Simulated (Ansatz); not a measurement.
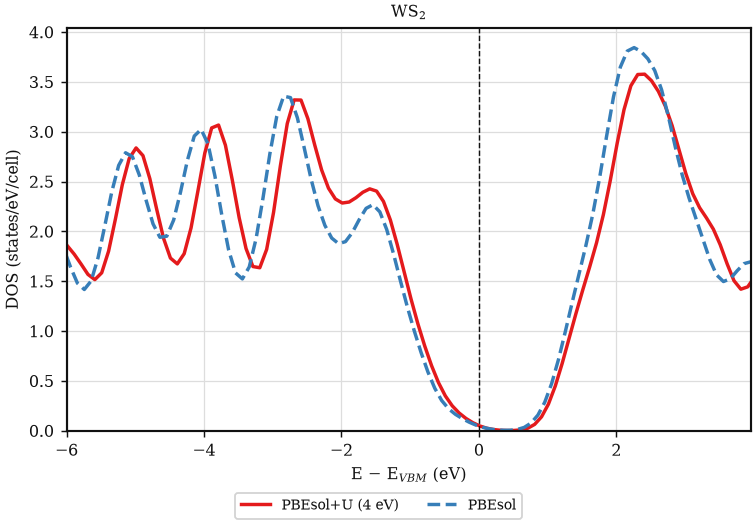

Total densities of states of WS$_{2}$, space group R3m (No. 160), 3 atoms in the primitive cell (a = 3.158 Å, c = 18.490 Å (hexagonal axes)), by two methods on the same cell. The DOS curves are built from the levels of the k mesh with Gaussians 0.55 eV wide, which also blur the band edges; ripples of that width can come from the mesh. Each is counted from its own valence-band top.

How do the methods compare?

Answer. PBEsol+U (4 eV) gives a gap of 1.08 eV and PBEsol gives a gap of 0.97 eV. No single filled peak stands out in both curves.

Settings. PBEsol+U (4 eV): W d U = 4 eV, Ansatz PAW, no spin polarisation, no spin-orbit coupling, 10×10×10 k mesh, 420 eV cutoff, Fermi-Dirac smearing of 0.05 eV (Ansatz 0.2.0). PBEsol: Ansatz PAW, no spin polarisation, no spin-orbit coupling, 10×10×10 k mesh, 420 eV cutoff, Fermi-Dirac smearing of 0.05 eV (Ansatz).

Gaps are the smallest over all k points computed. Spin-orbit coupling is left out, which matters for W. The PAW data sets were made with another functional. LDA, GGA and most meta-GGA functionals understate gaps.
